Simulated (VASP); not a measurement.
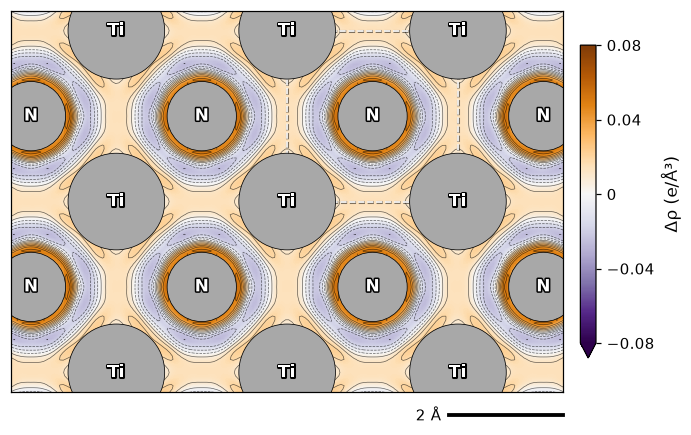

TiN. Difference of the valence pseudo-densities of two functionals at the same geometry, on the (110) plane of the calculation cell: PBEsol less r2SCAN.

Space group Fm-3m; spin-polarised.

Both computed with VASP (plane waves, PAW), on the same k-point mesh. Grey discs cover the atomic cores.

```
CELL_PARAMETERS angstrom
0.00000 2.11900 2.11900
2.11900 0.00000 2.11900
2.11900 2.11900 0.00000
ATOMIC_POSITIONS crystal
Ti 0.00000 0.00000 0.00000
N 0.50000 0.50000 0.50000
```

**What does the difference map show?**

Against r2SCAN, PBEsol gives more density around Ti (+0.007 e/Å³ on average at 1.1 Å from the nucleus), more density around N (+0.021 e/Å³ on average at 0.8 Å from the nucleus) and a change of −0.007 e/Å³ at the midpoint of Ti–N.
